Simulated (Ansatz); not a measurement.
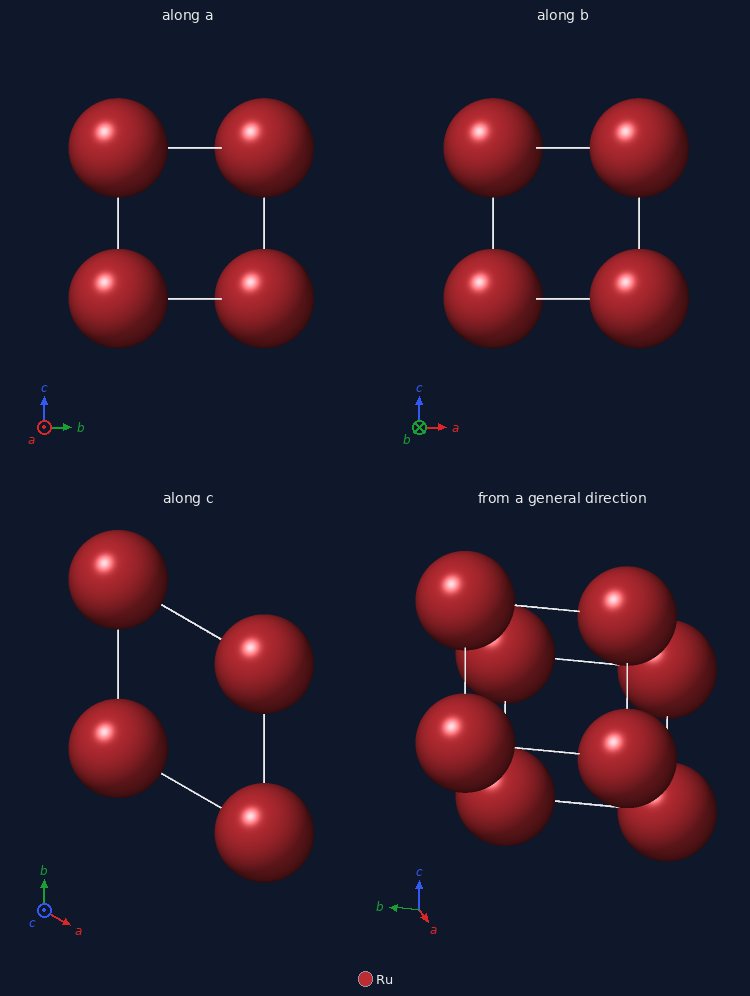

A spheres-only rendering, viewed along the a axis, along the b axis, along the c axis and from a general direction. The lines enclose the conventional unit cell; boundary atoms appear with their images.

Q: Determine the atoms per cell.

A: 1 (ruthenium), counting shared atoms by their share.

Q: Determine the space group.

A: P6/mmm (No. 191), with Ru on 1a.

Q: Name the structure type.

A: Simple hexagonal.

The model was built from a textbook structure type filled with this element (whether it is the usual form wasn't checked). The final geometry of a relaxation with DFT r2SCAN, scalar-relativistic, plane waves, PAW (Ansatz) is shown.
